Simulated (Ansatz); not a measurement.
Input

```
crystal:
  lattice:
    - [0.0, 2.192684, 2.192684]
    - [2.192684, 0.0, 2.192684]
    - [2.192684, 2.192684, 0.0]
  atoms:
    - { symbol: W, position: [0.0, 0.0, 0.0] }
    - { symbol: C, position: [0.5, 0.5, 0.5] }
basis:
  ecutwfc: 420
kpoints:
  mp_grid: { grid: [20, 20, 20] }
hamiltonian:
  xc: pbesol
scf:
  occupations: { method: gaussian, width: 0.15 }
output:
  forces: true
  stress: true
  eigenvalues: true
  write_density: true
  write_potential: true
  elf: true
  volumetric_format: npy
```

Launched as:

```sh
ansatz run input.yaml --threads 1 --pin off --max-ram 2560MiB --backend cpu --events-out ev --progress --plain --runs-dir out
```

Below, planes, directions and counts refer to the conventional cell (a = 4.39 Å, b = 4.39 Å, c = 4.39 Å, α = 90.00°, β = 90.00°, γ = 90.00°).

Space group Fm-3m; a structure from a database of computed crystals, not necessarily the ambient phase; computed pressure about −10 GPa in this cell.

Computed with DFT PBEsol, scalar-relativistic, plane waves, PAW (Ansatz).

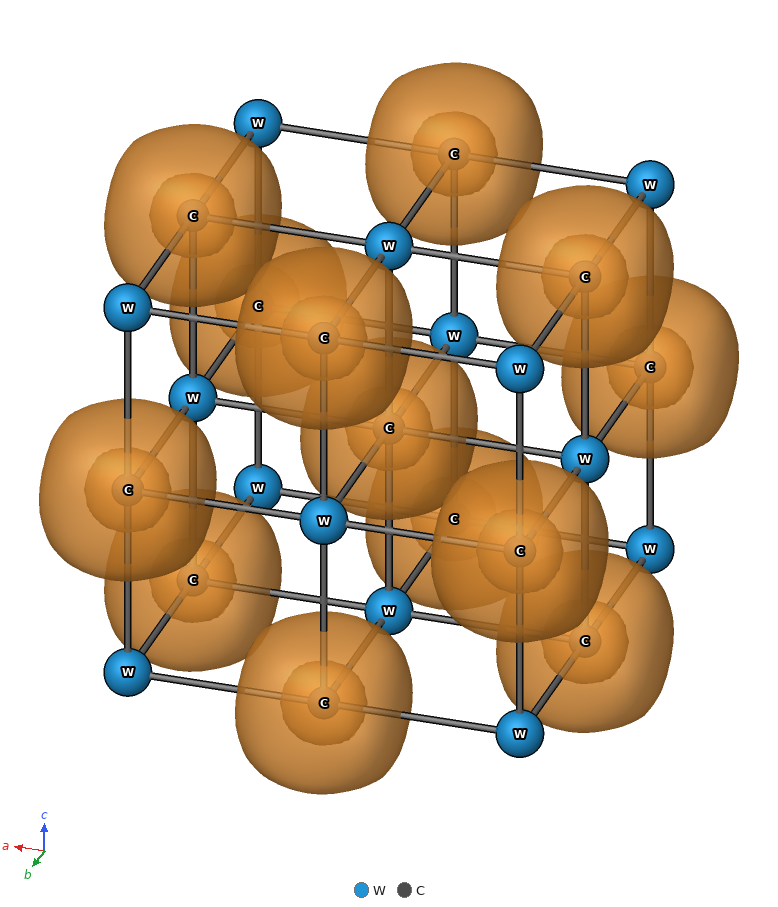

WC. Isosurface of the electron localisation function at 0.6 (orange), seen at an oblique angle. Only the valence region is drawn (cores and ρ < 0.01 e/Å³ removed). Sticks mark near contacts.

In a PAW calculation such maps are meaningful between the atoms, not at the nuclei.

Where are the electrons localised?

The surface consists of four regions wrapped around C (the valence shell of each), counted in one cell of 8 atoms. Regions shared between cells count once.

Values along the shortest contacts:
W–C (2.19 Å): the ELF peaks at about 0.75 in the valence shell of C, 0.7 Å from its nucleus, and is about 0.25 at the midpoint.

Metal or insulator at this level of theory?

It is metallic or semimetallic at this level of theory: no gap opens.
